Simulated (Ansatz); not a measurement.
System: PtSe.

The calculation's input:

```
crystal:
  lattice:
    - [0.0, 3.03744723, 3.03744723]
    - [3.03744723, 0.0, 3.03744723]
    - [3.03744723, 3.03744723, 0.0]
  atoms:
    - { symbol: Pt, position: [0.0, 0.0, 0.0] }
    - { symbol: Se, position: [0.25, 0.25, 0.25] }
hamiltonian:
  xc: pbe
  pseudopotentials: { kind: paw }
kpoints:
  mp_grid: { grid: [8, 8, 8] }
scf:
  occupations: { method: fermi_dirac, width: 0.05 }
output:
  forces: true
  stress: true
  eigenvalues: true
  write_density: true
  write_potential: true
  elf: true
  volumetric_format: npy
```

Command:

```sh
ansatz run input.yaml --threads 2 --pin off --max-ram 5632MiB --backend cpu --events-out ev --progress --plain --runs-dir out
```

Below, planes, directions and counts refer to the conventional cell (a = 6.07 Å, b = 6.07 Å, c = 6.07 Å, α = 90.00°, β = 90.00°, γ = 90.00°).

Space group F-43m; a generated structure, not necessarily the stable one; built by placing these elements on a known structure type; computed pressure about −11 GPa in this cell.

These are results of Ansatz, Kohn-Sham DFT of a periodic cell, PBE, Ansatz PAW, not measurements.

> What will maps of the valence pseudo-density and electron localisation function show?

Pt–Se (2.63 Å): the density is about 0.45 e/Å³ at the midpoint; the ELF is about 0.40 at the midpoint and 0.25 at its lowest between the atoms.

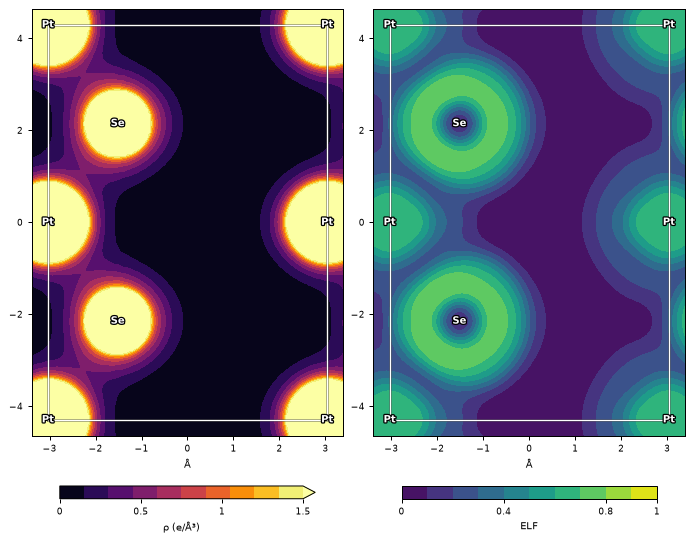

Computed valence pseudo-density and electron localisation function on the (110) plane of the conventional cell, in this order. 

In a PAW calculation such maps are meaningful between the atoms, not at the nuclei.
